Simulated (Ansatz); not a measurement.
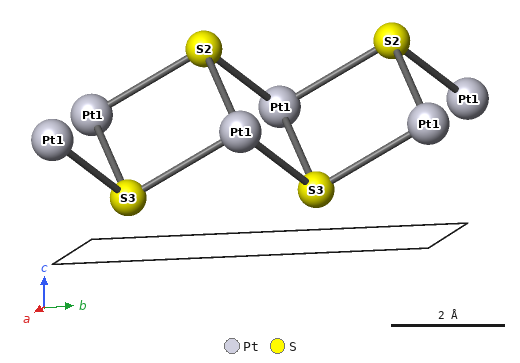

Reference structure: a slab of composition PtS2 at its r2SCAN-relaxed geometry. A ball-and-stick model of the 1 × 2 repeat of the cell, outlined in the plane, without the vacuum, seen slightly off an axis.

Computed with DFT, PBE, plane waves, PAW (Ansatz). (plane-wave cutoff 420 eV; k-point mesh 12 × 12 × 1; occupations fermi dirac; smearing width 0.02 eV; no spin polarisation)

Now this is done to it. The cell is strained by 0.0 % along the normal (+c) and −1.0 % across it (volume −2.0 %). The atoms were relaxed with r2SCAN under that strain, and this is a single point on that geometry.

### What is the effect?

It costs 8.0 meV per atom. The largest forces, 0.14 eV/Å, act on S2 and S3; on S3 it points along the normal (−c). Some distances before and after: Pt–S 2.389 → 2.382 Å. The space group stays P-3m1 (No. 164).
